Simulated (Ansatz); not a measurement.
**Electron scattering at the Σ5 (210) boundary in bcc Ta with Cu (substitutional)**

Aim: the relaxed structure and the specific resistance of the Σ5 (210) boundary in bcc Ta with Cu (substitutional).

Method: Ansatz plane-wave DFT, PBE, PAW files; relaxation of a bicrystal slab with its lowest layers held; PAW set soft_1, in the first sound run; inputs show where later runs differ, in Ansatz 0.2.0.

**1. The structure**

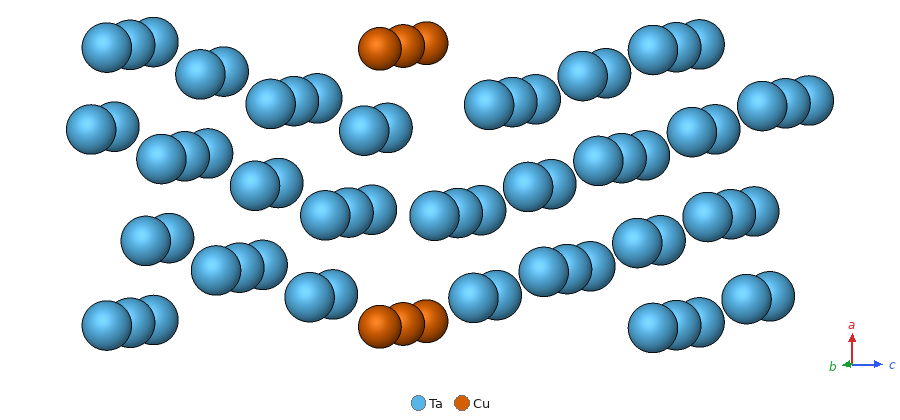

The cell as given, from the side, with the c axis across the page (tantalum blue, copper orange). 1×2×1 cells are drawn. Some periodic images of atoms are drawn too.

The cell holds 25 atoms: 24 Ta and 1 Cu. Cell: a = 7.385 Å, b = 3.303 Å, c = 29.462 Å, α = 90.0°, β = 90.0°, γ = 90.0°. It derives from Ta. built on the (2 1 0) plane; 2 overlapping atoms removed and the grains opened by 0 Å. Vacuum lies along c.

**2. Relaxing the bicrystal**

The boundary is built by mirroring the lower grain in the boundary plane and removing any atoms that overlap; then the Cu is put in at the boundary. A thin bicrystal slab is relaxed first, with the lowest layers held and the upper grain free to shift and open.

Input file input.yaml:

```yaml
crystal:
  lattice:
    - [7.3847486598, 0.0, 0.0]
    - [0.0, 3.30256, 0.0]
    - [0.0, 0.0, 29.46187165]
  atoms:
    - { symbol: Ta, position: [0.7000000001, 0.5, 0.1697108744] }
    - { symbol: Ta, position: [1.0e-10, 0.0, 0.1947763175] }
    - { symbol: Ta, position: [0.3, 0.5, 0.2198417605] }
    - { symbol: Ta, position: [0.6, 0.0, 0.2449072036] }
    - { symbol: Ta, position: [0.9, 0.5, 0.2699726466] }
    - { symbol: Ta, position: [0.2, 0.0, 0.2950380897] }
    - { symbol: Ta, position: [0.5, 0.5, 0.3201035327] }
    - { symbol: Ta, position: [0.8, 0.0, 0.3451689758] }
    - { symbol: Ta, position: [0.1, 0.5, 0.3702344188] }
    - { symbol: Ta, position: [0.4, 0.0, 0.3952998619] }
    - { symbol: Ta, position: [0.7, 0.5, 0.4203653049] }
    - { symbol: Cu, position: [0.0, 0.0, 0.445430748] }
    - { symbol: Ta, position: [0.4, 0.0, 0.4955616341] }
    - { symbol: Ta, position: [0.1, 0.5, 0.5206270771] }
    - { symbol: Ta, position: [0.8, 0.0, 0.5456925202] }
    - { symbol: Ta, position: [0.5, 0.5, 0.5707579632] }
    - { symbol: Ta, position: [0.2, 0.0, 0.5958234063] }
    - { symbol: Ta, position: [0.9, 0.5, 0.6208888493] }
    - { symbol: Ta, position: [0.6, 0.0, 0.6459542924] }
    - { symbol: Ta, position: [0.3, 0.5, 0.6710197354] }
    - { symbol: Ta, position: [1.0e-10, 0.0, 0.6960851785] }
    - { symbol: Ta, position: [0.7000000001, 0.5, 0.7211506215] }
    - { symbol: Ta, position: [0.4000000001, 0.0, 0.7462160646] }
    - { symbol: Ta, position: [0.1000000001, 0.5, 0.7712815076] }
    - { symbol: Ta, position: [0.8000000001, 0.0, 0.7963469507] }
kpoints:
  mp_grid: { grid: [3, 7, 1] }
hamiltonian:
  xc: pbe
  pseudopotentials: { kind: paw, azcp: { folder: soft_1 } }
scf:
  occupations: { method: fermi_dirac, width: 0.1 }
relax:
  f_tol: 0.03
  max_steps: 80
  constraints: [{ sites: [0, 1, 2, 3, 4] }]
```

The run is started by

```console
$ ansatz run input.yaml --threads 4 --pin off --max-ram 15360MiB --backend cpu --events-out ev --progress --plain --runs-dir out
```

Numbers of over 12 decimals in the logs are rounded to 6 here.

What it wrote:

```text
Engine: ansatz 0.2.0, aarch64-unknown-linux-gnu
Pseudopotentials: kind: paw
Pseudopotential: Ta, paw, valence charge 13, recommended cutoff 420 eV (normal), soft_1/Ta.paw.azcp
Pseudopotential: Cu, paw, valence charge 19, recommended cutoff 420 eV (normal), soft_1/Cu.paw.azcp
Functional definition: PBE
  parameter kappa = 0.804
  parameter beta = 0.066725
  exchange = pbe_x(kappa = kappa, mu = beta*pi^2/3)
  correlation = pbe_c(beta = beta)
Crystal: 25 atoms, lattice volume = 718.533 Å³
Basis set: ecut = 420 eV, 14181 PW (Γ), exchange–correlation on 100×48×400 points (8 copies of the dense FFT grid, shifted against one another)
Bands: 199, of which v1, the nominal top of the filled ones, is band 166 counted from 1 (165 counted from 0)
Symmetry: 2 space group operations
Space group: Pm (ITA 6), of the structure as read, at distance tolerance 9.0e-5 Å
k-points: 8 of 21 (time reversal used)
Non-local potential: Ta, projectors of the file, l = 0: 3, l = 1: 2, l = 2: 2, l = 3: 1
Non-local potential: Cu, projectors of the file, l = 0: 3, l = 1: 2, l = 2: 3, l = 3: 1
PAW form: soft (Blöchl's): semilocal exchange-correlation on the pseudo side does not see the compensation charge
PAW one-centre angular grid: Ta, 590 points (default); XC on 64 Gauss nodes
PAW one-centre angular grid: Cu, 590 points (default); XC on 64 Gauss nodes
Initial density: superposition of atomic densities (neutral atoms: chi_scale 0, normalization atom)
Initial wavefunctions: pseudopotential atomic-orbital guess
Functional: x = pbe(κ = 0.804, μ = 0.219515), c = pbe(β = 0.066725)
SCF iter   1: F=—  HF=-245037.862789 eV  |F-HF|=—  |Δ(HF+E_count)|=         —  Δρ=3.06e-1  dr2=1.06e3  ethr=3.10e-3  ⟨swp⟩=9.2  Hψ=7489  notcnv=0
preconditioner: auto → LDOS  [metal: Δε(μ)=0.024 eV  Ē_g=4.238 eV  σ=0.100 eV  W_gap=0.06  n_scr=164 (ndim 8)  ℏωp=15.9 eV  f_vac=0.283  D(μ)=20.54/eV (n_scr^D=146)  β→1.0]
SCF iter   2: F=—  HF=-245030.332812 eV  |F-HF|=—  |Δ(HF+E_count)|=    7.53e0  Δρ=1.10e-1  dr2=8.54e2  ethr=3.10e-3  ⟨swp⟩=18.0  Hψ=10985  notcnv=0  defer=6
SCF iter   3: F=—  HF=-245034.793797 eV  |F-HF|=—  |Δ(HF+E_count)|=    4.46e0  Δρ=1.29e-1  dr2=1.41e2  ethr=3.10e-3  ⟨swp⟩=10.9  Hψ=5744  notcnv=0  defer=9
SCF iter   4: F=—  HF=-245016.109110 eV  |F-HF|=—  |Δ(HF+E_count)|=    1.87e1  Δρ=6.39e-2  dr2=3.81e1  ethr=3.10e-3  ⟨swp⟩=9.8  Hψ=6883  notcnv=0  defer=11
SCF iter   5: F=—  HF=-245012.415139 eV  |F-HF|=—  |Δ(HF+E_count)|=    3.69e0  Δρ=2.53e-2  dr2=1.03e1  ethr=3.10e-3  ⟨swp⟩=3.4  Hψ=3421  notcnv=0  defer=8
SCF iter   6: F=—  HF=-245012.154853 eV  |F-HF|=—  |Δ(HF+E_count)|=   2.60e-1  Δρ=3.04e-2  dr2=7.80e0  ethr=3.10e-3  ⟨swp⟩=2.5  Hψ=2519  notcnv=0  defer=7
SCF iter   7: F=—  HF=-245011.810384 eV  |F-HF|=—  |Δ(HF+E_count)|=   3.44e-1  Δρ=3.05e-3  dr2=1.44e-1  ethr=2.36e-3  ⟨swp⟩=2.2  Hψ=2510  notcnv=0  defer=5
SCF iter   8: F=—  HF=-245011.797170 eV  |F-HF|=—  |Δ(HF+E_count)|=   1.32e-2  Δρ=1.16e-3  dr2=7.08e-2  ethr=4.34e-5  ⟨swp⟩=3.8  Hψ=3566  notcnv=0  defer=5
SCF iter   9: F=—  HF=-245011.795172 eV  |F-HF|=—  |Δ(HF+E_count)|=   2.00e-3  Δρ=1.40e-3  dr2=1.55e-2  ethr=2.14e-5  ⟨swp⟩=1.5  Hψ=1615  notcnv=0  defer=5
SCF iter  10: F=—  HF=-245011.793305 eV  |F-HF|=—  |Δ(HF+E_count)|=   1.87e-3  Δρ=6.53e-4  dr2=3.36e-3  ethr=4.68e-6  ⟨swp⟩=2.0  Hψ=1894  notcnv=0  defer=5
SCF iter  11: F=—  HF=-245011.793056 eV  |F-HF|=—  |Δ(HF+E_count)|=   2.49e-4  Δρ=2.37e-4  dr2=4.10e-4  ethr=1.01e-6  ⟨swp⟩=2.0  Hψ=2025  notcnv=0  defer=5
SCF iter  12: F=-245011.793006 eV  HF=-245011.793017 eV  |F-HF|=1.14e-5  |Δ(HF+E_count)|=   3.87e-5  Δρ=4.03e-5  dr2=1.30e-5  ethr=6.80e-9  ⟨swp⟩=4.1  Hψ=5855  notcnv=0
SCF 1 converged in 12 iterations: F = -245011.793006 eV  dr2 = 1.30e-5
  greatest PAW one-centre occupation: 0.999 electrons in one spin orbital (limit 2), on the Cu atom at site 11 (counted from 0), in its partial waves of l = 0
relax step   1: F+E_penalty+E_count = -245011.79300585 eV  Δ(F+E_penalty+E_count) = +0.000e0 eV  max|allowed force component| = 1.682e0 eV/Å  Δτ_max = 0.0000 Å  (12 SCF iters, dr2 threshold 2.25e-5 eV, accepted)
Initial density: handed on by an earlier stage of this run
Initial wavefunctions: those handed on with the density
SCF iter   1: F=—  HF=-245012.977929 eV  |F-HF|=—  |Δ(HF+E_count)|=         —  Δρ=1.27e-2  dr2=1.11e1  ethr=3.10e-3  ⟨swp⟩=7.2  Hψ=3340  notcnv=0  defer=11
preconditioner: auto → LDOS  [metal: Δε(μ)=0.015 eV  Ē_g=3.761 eV  σ=0.100 eV  W_gap=0.04  n_scr=164 (ndim 8)  ℏωp=15.9 eV  f_vac=0.292  D(μ)=31.34/eV (n_scr^D=290)  β→1.0]
SCF iter   2: F=—  HF=-245012.510931 eV  |F-HF|=—  |Δ(HF+E_count)|=   4.67e-1  Δρ=6.70e-3  dr2=5.80e-1  ethr=3.10e-3  ⟨swp⟩=5.2  Hψ=2326  notcnv=0  defer=12
SCF iter   3: F=—  HF=-245012.536403 eV  |F-HF|=—  |Δ(HF+E_count)|=   2.55e-2  Δρ=1.10e-2  dr2=6.47e-1  ethr=1.75e-4  ⟨swp⟩=4.0  Hψ=3463  notcnv=0  defer=10
SCF iter   4: F=—  HF=-245012.463140 eV  |F-HF|=—  |Δ(HF+E_count)|=   7.33e-2  Δρ=4.90e-3  dr2=1.11e-1  ethr=1.75e-4  ⟨swp⟩=2.2  Hψ=3319  notcnv=0  defer=7
SCF iter   5: F=—  HF=-245012.445643 eV  |F-HF|=—  |Δ(HF+E_count)|=   1.75e-2  Δρ=3.55e-4  dr2=1.55e-3  ethr=3.36e-5  ⟨swp⟩=2.0  Hψ=2885  notcnv=0  defer=7
SCF iter   6: F=—  HF=-245012.444433 eV  |F-HF|=—  |Δ(HF+E_count)|=   1.21e-3  Δρ=1.74e-4  dr2=1.98e-4  ethr=4.68e-7  ⟨swp⟩=2.2  Hψ=2147  notcnv=0  defer=7
SCF iter   7: F=-245012.444441 eV  HF=-245012.444447 eV  |F-HF|=6.48e-6  |Δ(HF+E_count)|=   1.45e-5  Δρ=3.06e-5  dr2=1.09e-5  ethr=3.02e-8  ⟨swp⟩=3.1  Hψ=6426  notcnv=0
SCF 2 converged in 7 iterations: F = -245012.444441 eV  dr2 = 1.09e-5
relax step   2: F+E_penalty+E_count = -245012.44444092 eV  Δ(F+E_penalty+E_count) = -6.514e-1 eV  max|allowed force component| = 8.056e-1 eV/Å  Δτ_max = 0.1948 Å  (7 SCF iters, dr2 threshold 1.00e-4 eV, accepted)
SCF iter   1: F=—  HF=-245013.251730 eV  |F-HF|=—  |Δ(HF+E_count)|=         —  Δρ=1.26e-2  dr2=2.07e1  ethr=3.10e-3  ⟨swp⟩=6.2  Hψ=3748  notcnv=0  defer=4
preconditioner: auto → LDOS  [metal: Δε(μ)=0.021 eV  Ē_g=3.797 eV  σ=0.100 eV  W_gap=0.05  n_scr=164 (ndim 8)  ℏωp=15.9 eV  f_vac=0.296  D(μ)=30.49/eV (n_scr^D=288)  β→1.0]
SCF iter   2: F=—  HF=-245012.909470 eV  |F-HF|=—  |Δ(HF+E_count)|=   3.42e-1  Δρ=5.64e-3  dr2=6.73e-1  ethr=3.10e-3  ⟨swp⟩=2.2  Hψ=1889  notcnv=0  defer=7
SCF iter   3: F=—  HF=-245012.980097 eV  |F-HF|=—  |Δ(HF+E_count)|=   7.06e-2  Δρ=1.27e-2  dr2=7.80e-1  ethr=2.03e-4  ⟨swp⟩=2.4  Hψ=3200  notcnv=0  defer=10
SCF iter   4: F=—  HF=-245012.884589 eV  |F-HF|=—  |Δ(HF+E_count)|=   9.55e-2  Δρ=4.54e-3  dr2=8.98e-2  ethr=2.03e-4  ⟨swp⟩=2.5  Hψ=3384  notcnv=0  defer=10
[...]
SCF 3 converged in 7 iterations: F = -245012.868515 eV  dr2 = 3.02e-5
relax step   3: F+E_penalty+E_count = -245012.86851519 eV  Δ(F+E_penalty+E_count) = -4.241e-1 eV  max|allowed force component| = 4.610e-1 eV/Å  Δτ_max = 0.1943 Å  (7 SCF iters, dr2 threshold 4.06e-5 eV, accepted)
[... from here on, the SCF cycles and remarks between the steps are left out ...]
relax step   4: F+E_penalty+E_count = -245013.16661404 eV  Δ(F+E_penalty+E_count) = -2.981e-1 eV  max|allowed force component| = 2.785e-1 eV/Å  Δτ_max = 0.2000 Å  (8 SCF iters, dr2 threshold 4.88e-5 eV, accepted)
relax step   5: F+E_penalty+E_count = -245013.33851252 eV  Δ(F+E_penalty+E_count) = -1.719e-1 eV  max|allowed force component| = 2.480e-1 eV/Å  Δτ_max = 0.2000 Å  (8 SCF iters, dr2 threshold 2.54e-5 eV, accepted)
relax step   6: F+E_penalty+E_count = -245013.40041575 eV  Δ(F+E_penalty+E_count) = -6.190e-2 eV  max|allowed force component| = 1.447e-1 eV/Å  Δτ_max = 0.1945 Å  (8 SCF iters, dr2 threshold 2.24e-5 eV, accepted)
relax step   7: F+E_penalty+E_count = -245013.40090355 eV  Δ(F+E_penalty+E_count) = -4.878e-4 eV  max|allowed force component| = 1.565e-1 eV/Å  Δτ_max = 0.0824 Å  (7 SCF iters, dr2 threshold 7.13e-6 eV, accepted)
relax step   8: F+E_penalty+E_count = -245013.40809047 eV  Δ(F+E_penalty+E_count) = -7.187e-3 eV  max|allowed force component| = 5.727e-2 eV/Å  Δτ_max = 0.0272 Å  (6 SCF iters, dr2 threshold 8.34e-6 eV, accepted)
relax step   9: F+E_penalty+E_count = -245013.41150654 eV  Δ(F+E_penalty+E_count) = -3.416e-3 eV  max|allowed force component| = 7.733e-2 eV/Å  Δτ_max = 0.1193 Å  (10 SCF iters, accepted)
relax step  10: F+E_penalty+E_count = -245013.41398220 eV  Δ(F+E_penalty+E_count) = -2.476e-3 eV  max|allowed force component| = 3.200e-2 eV/Å  Δτ_max = 0.0321 Å  (8 SCF iters, accepted)
SCF iter   1: F=—  HF=-245013.422856 eV  |F-HF|=—  |Δ(HF+E_count)|=         —  Δρ=2.83e-3  dr2=7.95e-2  ethr=5.57e-4  ⟨swp⟩=4.1  Hψ=3064  notcnv=0  defer=11
preconditioner: auto → LDOS  [metal: Δε(μ)=0.013 eV  Ē_g=3.899 eV  σ=0.100 eV  W_gap=0.03  n_scr=164 (ndim 8)  ℏωp=15.9 eV  f_vac=0.315  D(μ)=29.17/eV (n_scr^D=272)  β→1.0]
SCF iter   2: F=—  HF=-245013.418399 eV  |F-HF|=—  |Δ(HF+E_count)|=   4.46e-3  Δρ=9.23e-4  dr2=3.35e-2  ethr=2.40e-5  ⟨swp⟩=2.0  Hψ=3144  notcnv=0  defer=11
SCF iter   3: F=—  HF=-245013.416368 eV  |F-HF|=—  |Δ(HF+E_count)|=   2.03e-3  Δρ=2.99e-4  dr2=3.23e-3  ethr=1.01e-5  ⟨swp⟩=2.5  Hψ=2715  notcnv=0  defer=11
SCF iter   4: F=—  HF=-245013.416473 eV  |F-HF|=—  |Δ(HF+E_count)|=   1.05e-4  Δρ=4.65e-4  dr2=1.17e-3  ethr=9.77e-7  ⟨swp⟩=2.0  Hψ=2941  notcnv=0  defer=11
SCF iter   5: F=—  HF=-245013.416334 eV  |F-HF|=—  |Δ(HF+E_count)|=   1.39e-4  Δρ=2.64e-4  dr2=2.99e-4  ethr=3.53e-7  ⟨swp⟩=2.1  Hψ=2940  notcnv=0  defer=11
SCF iter   6: F=—  HF=-245013.416284 eV  |F-HF|=—  |Δ(HF+E_count)|=   5.03e-5  Δρ=3.71e-5  dr2=1.01e-5  ethr=9.02e-8  ⟨swp⟩=2.5  Hψ=3014  notcnv=0  defer=11
SCF iter   7: F=—  HF=-245013.415125 eV  |F-HF|=—  |Δ(HF+E_count)|=   1.16e-3  Δρ=1.75e-5  dr2=2.03e-6  ethr=3.04e-9  ⟨swp⟩=2.1  Hψ=2115  notcnv=0  defer=11
SCF iter   8: F=—  HF=-245013.415126 eV  |F-HF|=—  |Δ(HF+E_count)|=   3.73e-7  Δρ=3.53e-6  dr2=1.04e-7  ethr=6.13e-10  ⟨swp⟩=2.0  Hψ=2974  notcnv=0  defer=11
SCF iter   9: F=-245013.415126 eV  HF=-245013.415126 eV  |F-HF|=1.77e-8  |Δ(HF+E_count)|=   1.26e-8  Δρ=2.04e-6  dr2=2.50e-8  ethr=3.02e-11  ⟨swp⟩=5.0  Hψ=4716  notcnv=0
SCF 11 converged in 9 iterations: F = -245013.415126 eV  dr2 = 2.50e-8
relax step  11: F+E_penalty+E_count = -245013.41512569 eV  Δ(F+E_penalty+E_count) = -1.143e-3 eV  max|allowed force component| = 2.729e-2 eV/Å  Δτ_max = 0.0481 Å  (9 SCF iters, accepted)
SCF converged after 9 iterations
Free energy (F): -245013.415126 eV
Harris-Foulkes:  -245013.415126 eV  (|F-HF|=1.77e-8)
Internal energy: -245012.453127 eV  (E = F + TS)
E sigma→0 (E₀):  -245012.934126 eV
Entropy (-TS):   -0.961998 eV (-38.480 meV/atom)
Fermi energy:    10.065951 eV
--- Per-component energies (eV) ---
  E_band       = -5710.855612
  E_kinetic    = 9680.652202
  E_local      = -301831.363403  (includes V_loc(G=0)·N_el)
  E_nonlocal   = 617.455398
  E_hartree    = 147350.954055
  E_xc         = -7763.845561
  E_vxc        = -5676.093161  (∫ρ·V_xc dr)
  E_paw        = -201119.260675  (= ΣΔE_a)
  E_vpaw       = -3203.384345  (= ΣTr[D̂ρ^β])
  E_aug_tail   = 0.003264  (compensation charges beyond the density's cutoff)
  E_ewald      = 108052.951592
  E_smearing   = -0.961998  (= −TS)
  E_closure    = -0.000000  (closes the sum)
  Σ components = -245013.415126   (vs F -245013.415126, Δ=0.00e0)
--- Forces (eV/Å), atoms counted from 1 ---
  atom   1  Ta     0.42410962    -0.00000000     1.72364502
  atom   2  Ta    -0.72209332     0.00000000    -0.17069972
  atom   3  Ta    -0.10191971     0.00000000    -0.29287302
  atom   4  Ta     0.42154375    -0.00000000    -1.09883586
  atom   5  Ta    -0.01177330     0.00000000    -0.18542319
  atom   6  Ta     0.00873535    -0.00000000     0.00271687
  atom   7  Ta     0.00324076    -0.00000000    -0.00743311
  atom   8  Ta     0.00771165     0.00000000     0.02525355
  atom   9  Ta     0.01566264    -0.00000000     0.01507421
  atom  10  Ta    -0.02619716     0.00000000     0.02307474
  atom  11  Ta    -0.00577247     0.00000000     0.00191446
  atom  12  Cu    -0.00944508     0.00000000    -0.01641817
  atom  13  Ta     0.02729386     0.00000000    -0.01737801
  atom  14  Ta     0.00576248    -0.00000000     0.00458523
  atom  15  Ta    -0.01562416     0.00000000     0.00234310
  atom  16  Ta     0.00059187     0.00000000     0.00570880
  atom  17  Ta    -0.01267955     0.00000000    -0.00379852
  atom  18  Ta    -0.00343923    -0.00000000    -0.00235107
  atom  19  Ta     0.00692010    -0.00000000     0.00806863
  atom  20  Ta    -0.00012515    -0.00000000    -0.00463010
  atom  21  Ta    -0.00137403     0.00000000    -0.00415220
  atom  22  Ta    -0.00153847     0.00000000    -0.00069925
  atom  23  Ta     0.00297571    -0.00000000    -0.00239308
  atom  24  Ta    -0.00690467     0.00000000    -0.00672943
  atom  25  Ta    -0.00563568    -0.00000000     0.00143413
  max |Σ_I F_I| component: 2.58e-5 eV/Å
--- Relaxed structure (11 steps of the walk, 11 accepted, 0 SCFs on fresh bases) ---
  F+E_penalty+E_count = -245013.41512569 eV   max|allowed force component| = 2.729e-2 eV/Å
  atoms:
    - { symbol: Ta, position: [0.7000000001, 0.500000, 0.169711] }
    - { symbol: Ta, position: [9.999999999999999e-11, 0.0, 0.194776] }
    - { symbol: Ta, position: [0.3, 0.500000, 0.219842] }
    - { symbol: Ta, position: [0.6, 0.0, 0.244907] }
    - { symbol: Ta, position: [0.9, 0.500000, 0.269973] }
    - { symbol: Ta, position: [0.197329, 6.632027088106452e-19, 0.294169] }
    - { symbol: Ta, position: [0.503080, 0.500000, 0.318512] }
    - { symbol: Ta, position: [0.804794, -1.1901545495762716e-18, 0.349049] }
    - { symbol: Ta, position: [0.103499, 0.500000, 0.369816] }
    - { symbol: Ta, position: [0.415379, -3.817920251879565e-18, 0.388527] }
    - { symbol: Ta, position: [0.687849, 0.500000, 0.434779] }
    - { symbol: Cu, position: [-0.011689, 2.9019014501988825e-18, 0.433877] }
    - { symbol: Ta, position: [0.369724, 7.51610326779606e-18, 0.476558] }
    - { symbol: Ta, position: [0.073336, 0.500000, 0.499847] }
    - { symbol: Ta, position: [0.777267, 5.643474376767887e-18, 0.519244] }
    - { symbol: Ta, position: [0.480946, 0.500000, 0.547384] }
    - { symbol: Ta, position: [0.180082, 4.9448084777880825e-18, 0.573736] }
    - { symbol: Ta, position: [0.877063, 0.500000, 0.596092] }
    - { symbol: Ta, position: [0.573253, 6.6399565325409574e-18, 0.622174] }
    - { symbol: Ta, position: [0.273068, 0.500000, 0.650301] }
    - { symbol: Ta, position: [-0.026474, 6.572270787967433e-18, 0.674060] }
    - { symbol: Ta, position: [0.671200, 0.500000, 0.697371] }
    - { symbol: Ta, position: [0.364566, 8.796576200654383e-18, 0.725185] }
    - { symbol: Ta, position: [0.063175, 0.500000, 0.748346] }
    - { symbol: Ta, position: [0.767391, 8.095386765853358e-18, 0.765260] }
```

Run time: 9.3 min. Hardware: 4 threads of Arm Neoverse V1, shared host; peak memory 2.9 GiB; 35 min of CPU time.

Relaxation path:

```
step  energy less that of the first step (eV)  largest force component (eV/Å)
   1                                   0.0000                          1.6817
   2                                  -0.6514                          0.8056
   3                                  -1.0755                          0.4610
   4                                  -1.3736                          0.2785
   5                                  -1.5455                          0.2480
   6                                  -1.6074                          0.1447
   7                                  -1.6079                          0.1565
   8                                  -1.6151                          0.0573
   9                                  -1.6185                          0.0773
  10                                  -1.6210                          0.0320
  11                                  -1.6221                          0.0273
```

Forces are held to the 2 operations that the run works with; a distortion that breaks them can't arise in this run.

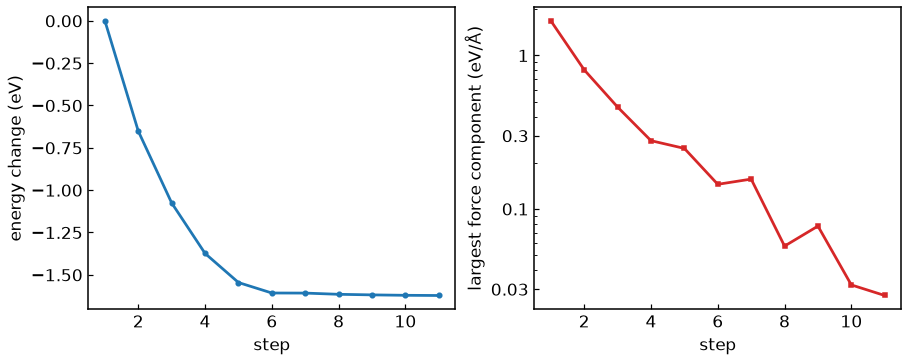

Energy and largest force along the relaxation.

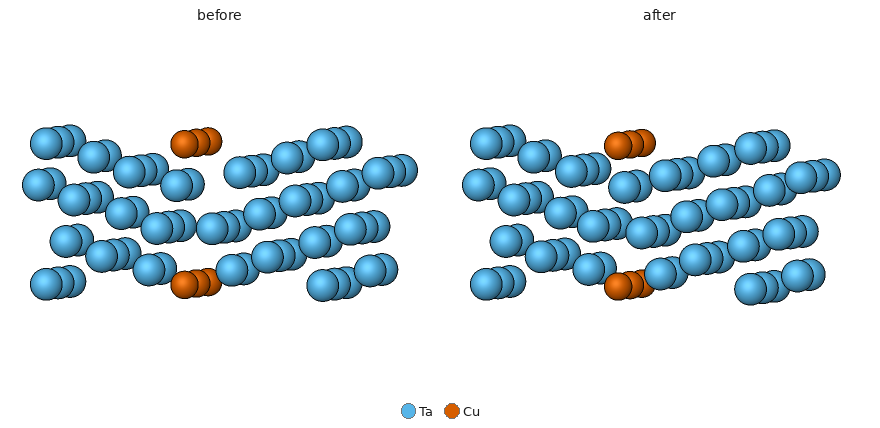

The structure before and after the relaxation, drawn at the same scale.

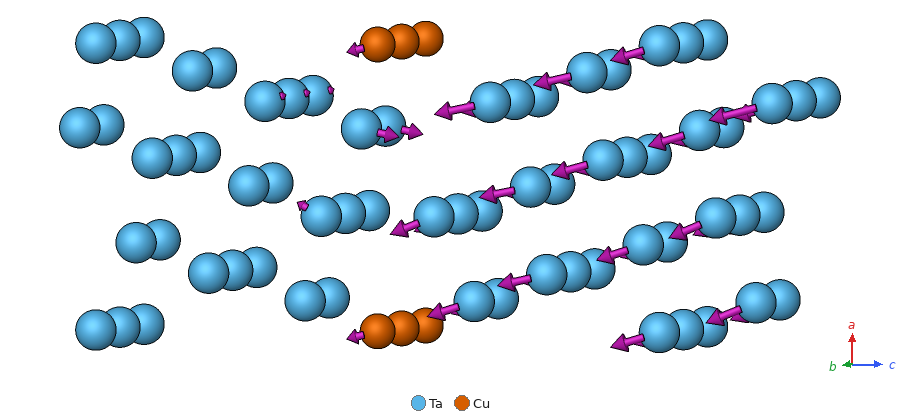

Displacements in the relaxation, exaggerated; the longest in the cell stands for 0.95 Å. 1×2×1 cells are drawn. Some periodic images of atoms are drawn too.

The atoms that moved most (Å):

```
atom      dx     dy      dz  length
Ta25  -0.241  0.000  -0.916   0.947
Ta15  -0.168  0.000  -0.779   0.797
Ta18  -0.169  0.000  -0.731   0.750
Ta22  -0.213  0.000  -0.701   0.732
Ta24  -0.272  0.000  -0.676   0.728
Ta19  -0.198  0.000  -0.701   0.728
Ta16  -0.141  0.000  -0.689   0.703
Ta21  -0.196  0.000  -0.649   0.678
```

This step gave:

- free energy: -245013.4151 eV
- energy at zero smearing: -245012.9341 eV
- Fermi energy: 10.07 eV

The largest force component on a free atom ends at 0.027 eV/Å, under the tolerance of 0.03, after 11 steps.

[end of part 1 of 2]

[Logs are printed without paths, hosts, clocks, repeated set-up lines and the standing remarks that a program may print on its own settings, such as how far it seeks lower states.]

[Hosts, paths, dates, database ids (printed as entryN), source tags and the programs' standing remarks are cut or masked in the printed files.]
